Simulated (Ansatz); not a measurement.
A series of calculations on Ge

## 1. Relaxation

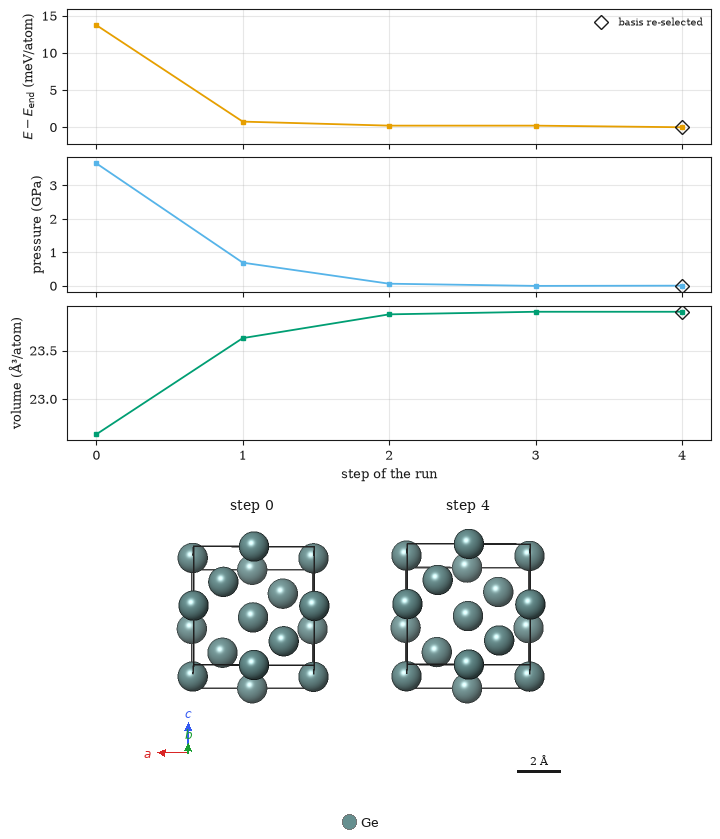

First and last geometry of a relaxation of crystalline Ge (set up in Fd-3m), with the history of the run. Style: spheres-only. Shown: the conventional cell (4 times the calculation's cell), from a free direction. Lengths and directions refer to the drawn axes.

All numbers below come from DFT PBE, scalar-relativistic, plane waves, PAW in Ansatz.

Input
```yaml
crystal:
  lattice:
    - [0.0, 2.82877, 2.82877]
    - [2.82877, 0.0, 2.82877]
    - [2.82877, 2.82877, 0.0]
  atoms:
    - { symbol: Ge, position: [0.5, 0.5, 0.5] }
    - { symbol: Ge, position: [0.75, 0.75, 0.75] }
basis:
  ecutwfc: 420
kpoints:
  mp_grid: { grid: [14, 14, 14] }
hamiltonian:
  xc: pbe
scf:
  occupations: { method: gaussian, width: 0.1 }
output:
  forces: true
  stress: true
  eigenvalues: true
relax:
  adjacent_minimum: "off"
  f_tol: 0.005
  max_steps: 80
  cell: { stress_tol: 0.05 }
```

Run as
```bash
ansatz run input.yaml --threads 1 --pin off --max-ram 2560MiB --backend cpu --events-out ev --progress --plain --runs-dir out
```

### Did the run converge, and what did it change?

It converged. The energy falls by 13.8 meV per atom in 3 accepted moves (4 points after the start). All forces vanish by symmetry, so only the cell relaxes. The pressure goes from 3.66 to 0.01 GPa. The SCF was repeated once at an unchanged geometry on a basis and grid sized afresh for the cell, which shifted the energy by 0.2 meV per atom at most. The atoms keep their places relative to the cell (all moves are under 0.005 Å). The volume changes by +5.6 %, with a = b = c 5.658 → 5.761 Å (+1.8 %). Among the contacts that change: Ge1–Ge2 2.450 → 2.495 Å. The space group stays Fd-3m (No. 227).

| step | E − E(0), meV/atom | pressure, GPa | volume, Å³/atom | note |
| --- | --- | --- | --- | --- |
| 0 | 0.00 | 3.66 | 22.636 |  |
| 1 | -13.00 | 0.69 | 23.629 |  |
| 2 | -13.54 | 0.07 | 23.874 |  |
| 3 | -13.54 | 0.00 | 23.901 |  |
| 4 | -13.75 | 0.01 | 23.901 | same geometry, new basis |

## 2. Relaxation

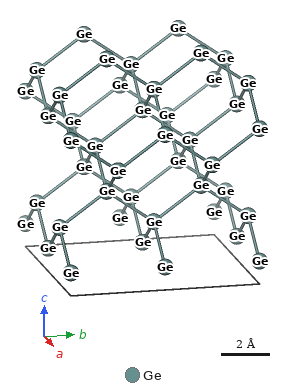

This is the input geometry for a relaxation of a slab of composition Ge (cut from the Fd-3m phase). The picture is a ball-and-stick view of the 2 × 2 repeat of the cell, outlined in the plane, without the vacuum, seen slightly off an axis.

Case: (1 0 0) slab, atoms relaxed. The slab is the (1 0 0) face of Ge.

These are results of DFT PBE, scalar-relativistic, plane waves, PAW (Ansatz 0.2.0), not measurements.

Input
```yaml
crystal:
  lattice:
    - [4.0736913405, 0.0, 0.0]
    - [0.0, 4.0736913405, 0.0]
    - [0.0, 0.0, 23.6416043141]
  atoms:
    - { symbol: Ge, position: [0.0, 0.0, 0.3172373541] }
    - { symbol: Ge, position: [0.5, 0.0, 0.3781582361] }
    - { symbol: Ge, position: [0.5, 0.5, 0.439079118] }
    - { symbol: Ge, position: [0.0, 0.5, 0.5] }
    - { symbol: Ge, position: [0.0, 0.0, 0.560920882] }
    - { symbol: Ge, position: [0.5, 0.0, 0.6218417639] }
    - { symbol: Ge, position: [0.5, 0.5, 0.6827626459] }
basis:
  ecutwfc: 420
kpoints:
  mp_grid: { grid: [9, 9, 1] }
hamiltonian:
  xc: pbe
scf:
  occupations: { method: gaussian, width: 0.1 }
output:
  forces: true
  eigenvalues: true
  write_density: true
  write_potential: true
  elf: true
  volumetric_format: npy
relax:
  adjacent_minimum: "off"
  f_tol: 0.02
  max_steps: 60
efield:
  axis: 3
  dipole_correction: true
  ramp_width: 0.04
```

Command:
```bash
ansatz run input.yaml --threads 1 --pin off --max-ram 2560MiB --backend cpu --events-out ev --progress --plain --runs-dir out
```

**What does the optimiser find from here?**

Over 2 geometry steps the energy falls by 4.8 meV per cell of the calculation. Largest force component: 0.16 eV/Å at the start, 0.0033 eV/Å at the end. The largest moves relative to the layer's centre, 0.034 Å, are those of Ge1 and Ge7. Ge1 goes along the normal (−c). The cell stays as it was. Some distances before and after: Ge1–Ge2 2.495 → 2.510 Å, Ge2–Ge3 2.495 → 2.500 Å.

## 3. A change

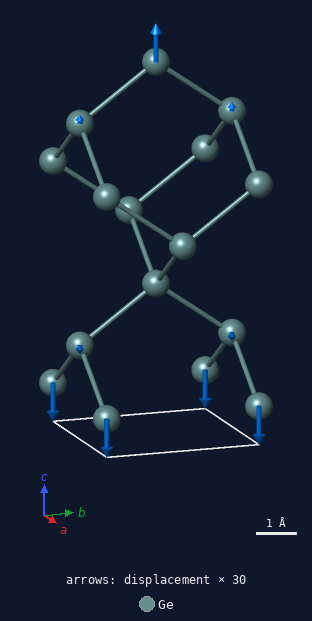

A (1 0 0) slab of Ge as cut from the relaxed bulk. The blue arrows show how the atoms are displaced, magnified 30 times. The picture is a ball-and-stick view of the cell of the calculation, outlined in the plane, without the vacuum, seen slightly off an axis.

Theory: Ansatz 0.2.0, DFT PBE, scalar-relativistic, plane waves, PAW. (plane-wave cutoff 420 eV; occupations gaussian; smearing width 0.1 eV; no spin polarisation) The k-mesh is chosen for each cell (9×9×12, 9×9×1).

> What was done to the structure, and with what result?

The atoms of the slab are relaxed at the bulk's in-plane cell. The surface energy (mean of the two faces) falls from 1.41 to 1.40 J/m². The top spacing, between the Ge and Ge planes, goes from 1.44 to 1.47 Å (+1.8 %), the bottom one (Ge to Ge) from 1.44 to 1.47 Å (+1.8 %). The cell doesn't change. The largest moves relative to the layer's centre, 0.034 Å, are those of Ge atoms. Among the bonded contacts that change: Ge–Ge 2.495 → 2.493 to 2.510 Å.
